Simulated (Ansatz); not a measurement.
**A series of single points on Be**

System: Be (Cmcm, 2 atoms in the cell).
Method: DFT PBEsol, scalar-relativistic, plane waves, PAW, no spin polarisation (Ansatz 0.2.0).

The 9 runs differ only in the geometry, by a strain of the cell at fixed fractional positions. Against run 5, the strain is εyy = η. The structure derives from an entry of the Crystallography Open Database.

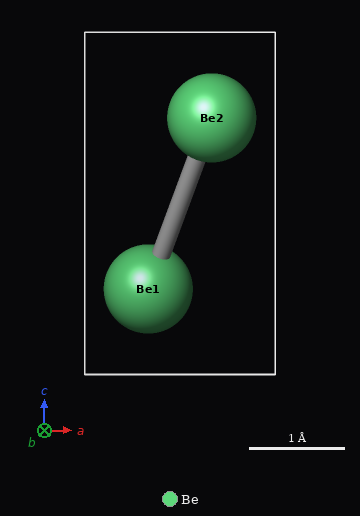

Figure 1. The structure of run 5 (ball-and-stick view of the cell of the calculation, along the b axis; atoms are numbered from 1 in the order of the input). An atom can appear more than once, as a periodic image.

**Input of run 5**
```yaml
crystal:
  lattice:
    - [2.2995019849, 0.0, 0.0]
    - [-1.1497509925, 2.0412128133, 0.0]
    - [0.0, 0.0, 3.6009]
  atoms:
    - { symbol: Be, position: [0.3333333333, 0.6666666667, 0.25] }
    - { symbol: Be, position: [0.6666666667, 0.3333333333, 0.75] }
basis:
  ecutwfc: 420
kpoints:
  mp_grid: { grid: [24, 24, 14] }
hamiltonian:
  xc: pbesol
scf:
  occupations: { method: gaussian, width: 0.15 }
output:
  forces: true
  stress: true
  eigenvalues: true
```

Command:
```bash
ansatz run input.yaml --threads 1 --pin off --max-ram 2560MiB --backend cpu --events-out ev --progress --plain --runs-dir out
```

Lattice vectors (Å) and fractional positions of run 5:
```
   2.299502    0.000000    0.000000
  -1.149751    2.041213    0.000000
   0.000000    0.000000    3.600900
Be  0.333333  0.666667  0.250000
Be  0.666667  0.333333  0.750000
```

Run 7 differs from it as follows:
```diff
-    - [-1.1497509925, 2.0412128133, 0.0]
+    - [-1.1497509925, 2.1407841701, 0.0]
```

**Results, with one run withheld**

```csv
run,strain parameter η (%),"free energy per atom, from the lowest run given (meV)",pressure (GPa)
1,−12.1951,60.30,8.04
2,−9.7561,26.49,3.76
3,−7.3171,7.08,0.08
4,−4.8780,0.00,−3.05
5,0.0000,15.13,−8.02
6,2.4390,34.74,−9.96
7,4.8780,?,?
8,6.0976,76.98,−12.29
9,7.3171,93.90,−12.93
```

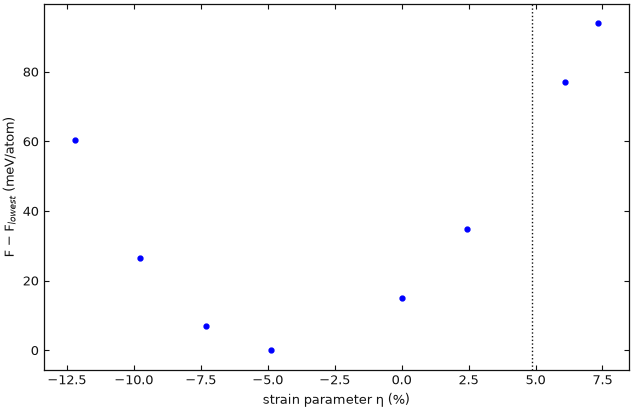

Figure 2. Free energy per atom of the runs given; the dotted line marks run 7.

Estimate the energy of run 7 from the others.

A cubic polynomial in the coordinate, fitted to the 8 runs given, misses them by at most 0.44 meV per atom. With x = η + 2.2866, it reads F = 3.1052 + 3.4666 x + 0.77298 x² − 0.015826 x³ (meV per atom). At run 7 it gives 61.80 meV per atom, and the run itself gives 61.37. The fit has its minimum at η = −4.3927 %.

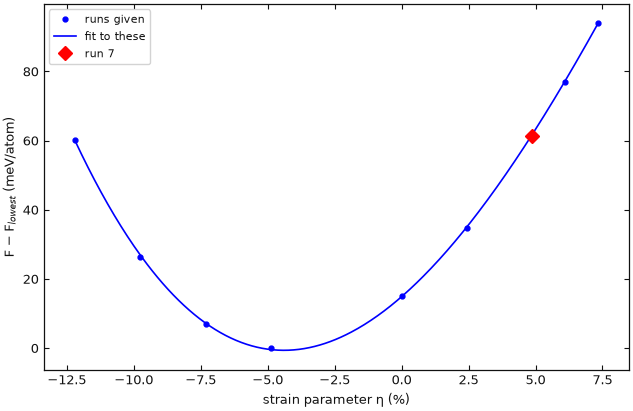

Figure 3. The fit and the withheld run.

**Output, shortened to warnings, some set-up lines, iterations and results (run 7)**
```
Basis set: ecut = 420 eV, 329 PW (Γ), exchange–correlation on 32×36×50 points (8 copies of the dense FFT grid, shifted against one another)
Symmetry: 8 space group operations
k-points: 1256 of 8064
Initial density: superposition of atomic densities (neutral atoms: chi_scale 0, normalization atom), corrected by the library's trained network
[...]
SCF iter   1: F=—  HF=-180.568252 eV  |F-HF|=—  |Δ(HF+E_count)|=         —  Δρ=7.42e-4  dr2=5.22e-5  ethr=1.77e-3  ⟨swp⟩=5.4  Hψ=64546  notcnv=0
SCF iter   2: F=—  HF=-180.568246 eV  |F-HF|=—  |Δ(HF+E_count)|=   5.82e-6  Δρ=4.35e-4  dr2=1.88e-5  ethr=1.30e-6  ⟨swp⟩=1.5  Hψ=18230  notcnv=0
SCF iter   3: F=-180.568230 eV  HF=-180.568230 eV  |F-HF|=7.84e-8  |Δ(HF+E_count)|=   1.57e-5  Δρ=1.94e-5  dr2=4.92e-8  ethr=4.69e-7  ⟨swp⟩=2.0  Hψ=9941  notcnv=0
SCF iter   4: F=-180.568230 eV  HF=-180.568230 eV  |F-HF|=1.13e-9  |Δ(HF+E_count)|=   7.59e-8  Δρ=1.99e-6  dr2=4.36e-10  ethr=1.23e-9  ⟨swp⟩=1.0  Hψ=7589  notcnv=0
SCF iter   5: F=-180.568230 eV  HF=-180.568230 eV  |F-HF|=4.83e-13  |Δ(HF+E_count)|=   1.08e-9  Δρ=1.73e-7  dr2=2.83e-12  ethr=1.09e-11  ⟨swp⟩=1.8  Hψ=9255  notcnv=0
SCF iter   6: F=-180.568230 eV  HF=-180.568230 eV  |F-HF|=8.53e-14  |Δ(HF+E_count)|=  6.82e-13  Δρ=1.39e-8  dr2=1.77e-14  ethr=1.00e-12  ⟨swp⟩=1.0  Hψ=18875  notcnv=0
SCF 1 converged in 6 iterations: F = -180.568230 eV  dr2 = 1.77e-14
SCF converged after 6 iterations
Free energy (F): -180.568230 eV
Harris-Foulkes:  -180.568230 eV  (|F-HF|=8.53e-14)
Internal energy: -180.566856 eV  (E = F + TS)
E sigma→0 (E₀):  -180.567543 eV
Entropy (-TS):   -0.001374 eV (-0.687 meV/atom)
Fermi energy:    7.131859 eV
--- Per-component energies (eV) ---
  E_band       = 9.422083
  E_kinetic    = 39.288797
  E_local      = 4.531622  (includes V_loc(G=0)·N_el)
  E_nonlocal   = 8.415588
  E_hartree    = 0.096133
  E_xc         = -38.345277
  E_vxc        = -40.448189  (∫ρ·V_xc dr)
  E_paw        = -114.285707  (= ΣΔE_a)
  E_vpaw       = -2.558001  (= ΣTr[D̂ρ^β])
  E_aug_tail   = -0.000001  (compensation charges beyond the density's cutoff)
  E_ewald      = -80.287074
  E_core_change = 0.019063  (= ΣΔE_core)
  E_smearing   = -0.001374  (= −TS)
  E_closure    = 0.000000  (closes the sum)
  Σ components = -180.568230   (vs F -180.568230, Δ=0.00e0)
--- Forces (eV/Å), atoms counted from 1 ---
  atom   1  Be    -0.00000000     0.09765515     0.00000000
  atom   2  Be     0.00000000    -0.09765515     0.00000000
  max |Σ_I F_I| component: 0.00e0 eV/Å
--- Stress (GPa, compression-positive) ---
       -6.070369       0.000000       0.000000
        0.000000     -23.146401       0.000000
        0.000000       0.000000      -5.544667
  P = ⅓ Tr σ = -11.5871 GPa (-115.871 kbar)
```
